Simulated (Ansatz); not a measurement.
Ti (P6/mmm, No. 191): the input geometry of a calculation; the starting structure was generated, so it need not be a known form of this composition.

```cif
data_structure
_symmetry_space_group_name_H-M 'P 1'
_symmetry_Int_Tables_number 1
_cell_length_a 4.6153
_cell_length_b 4.6153
_cell_length_c 2.8564
_cell_angle_alpha 90.000
_cell_angle_beta 90.000
_cell_angle_gamma 120.000
_cell_volume 52.69
loop_
_atom_site_label
_atom_site_type_symbol
_atom_site_fract_x
_atom_site_fract_y
_atom_site_fract_z
_atom_site_occupancy
Ti1 Ti 0.00000 0.00000 0.00000 1
Ti2 Ti 0.33333 0.66667 0.50000 1
Ti3 Ti 0.66667 0.33333 0.50000 1
```

Question: What will a HAADF-like image along [101] show? Simulation: incoherent imaging, intensity Z^1.7 per atom, probe width 0.94 Å, thin sample. The speckle of an amorphous layer was added.

Answer: The columns repeat on a centred rectangular net of 2.43 × 7.99 Å (plane group c2mm). All columns are alike (Ti). The shortest distance between visible columns is 1.33 Å in projection. Along the beam the structure repeats every 5.43 Å.

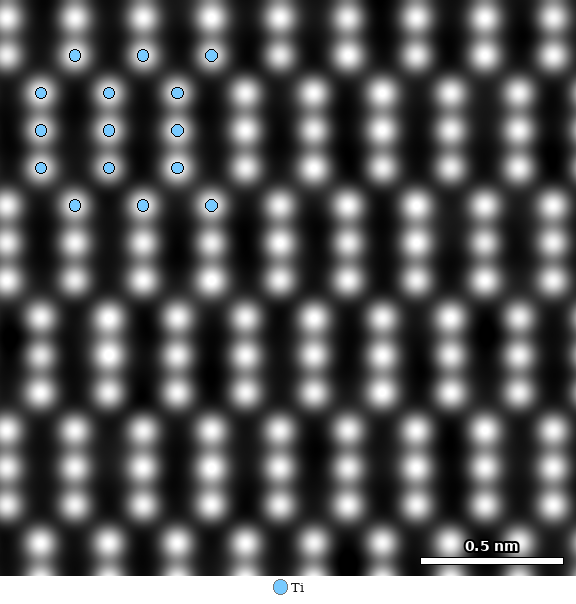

The simulated image, with the columns of the model marked in one corner.
